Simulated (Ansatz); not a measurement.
Cell and atoms:

```
CELL_PARAMETERS angstrom
3.14150 0.00000 0.00000
-1.57075 2.72062 0.00000
0.00000 0.00000 48.55844
ATOMIC_POSITIONS crystal
S 0.33333 0.66667 0.17505
S 0.33333 0.66667 0.46791
Mo 0.00000 0.00000 0.50000
S 0.33333 0.66667 0.53209
S 0.33333 0.66667 0.82495
```

### Give a crystallographic description of this input.

Formula: MoS₄. The cell comprises 1 formula unit: 1 Mo, 4 S. Mo bonds to six S in a trigonal prismatic arrangement at 2.39 Å. S takes two kinds of site: 2h with no bonds drawn; 2h with three Mo in a trigonal pyramidal arrangement at 2.39 Å. Not all metal-metal contacts are counted. The bonds build MoS2 layers parallel to (001); some S atoms get no bond from the drawing's distance rule.

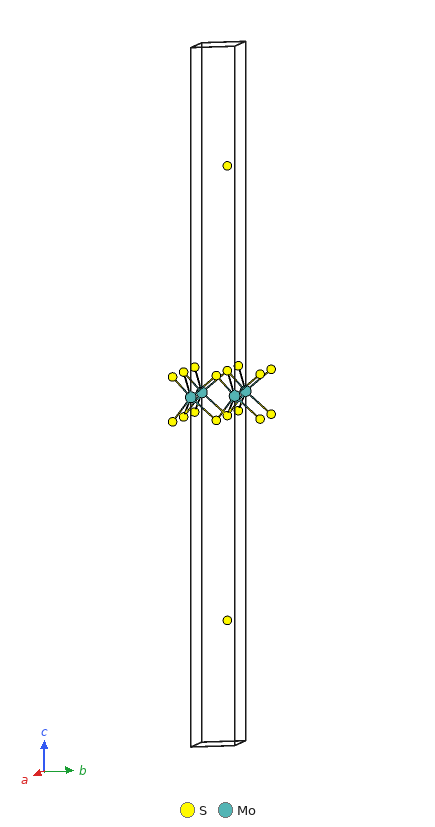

Crystal structure, ball-and-stick style, seen slightly off an axis. The simulation cell is drawn as a box. Periodic images bonded to atoms of the box are shown as well. Colours: molybdenum teal, sulfur yellow.

Provenance: a structure listed in the Materials Project, from which a slab was cut. The atoms were relaxed in a fixed cell with DFT PBEsol, scalar-relativistic, plane waves, PAW in Ansatz, but for two held in place.
